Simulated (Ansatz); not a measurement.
The compound is CdI₂ (space group P-3m1, No. 164), taken as the end point of a relaxation in a fixed cell with Ansatz 0.2.0, DFT PBE+D3(BJ), scalar-relativistic, plane waves, PAW.

```yaml
crystal:
  lattice:
    - [4.24400, 0.00000, 0.00000]
    - [-2.12200, 3.67541, 0.00000]
    - [0.00000, 0.00000, 6.85900]
  atoms:
    - { symbol: Cd, position: [0.00000, 0.00000, 0.00000] }
    - { symbol: I, position: [0.33333, 0.66667, 0.25247] }
    - { symbol: I, position: [0.66667, 0.33333, 0.74753] }
```

Describe the stacking along c, with columns A (0, 0), B (1/3, 2/3), C (2/3, 1/3) of the hexagonal mesh.

Cd(A) – I(B) – I(C) (three layers in 6.86 Å).

I layers alone: BC, the hexagonal close-packed type.

Cd: one octahedral site (per hexagonal cell). One of the two gaps between I layers is empty, 3.40 Å wide.

Polytype symbol 1T, the symbol of a layered MX2 polytype (number of slabs in the repeat and lattice).

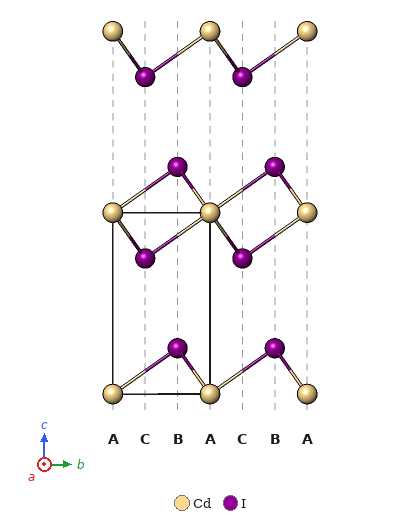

The picture looks along a close-packed row of the hexagonal mesh; c points upwards. The dashed lines mark the three columns A (0, 0), B (1/3, 2/3) and C (2/3, 1/3). The sequence starts with the first layer at or above the cell's origin.
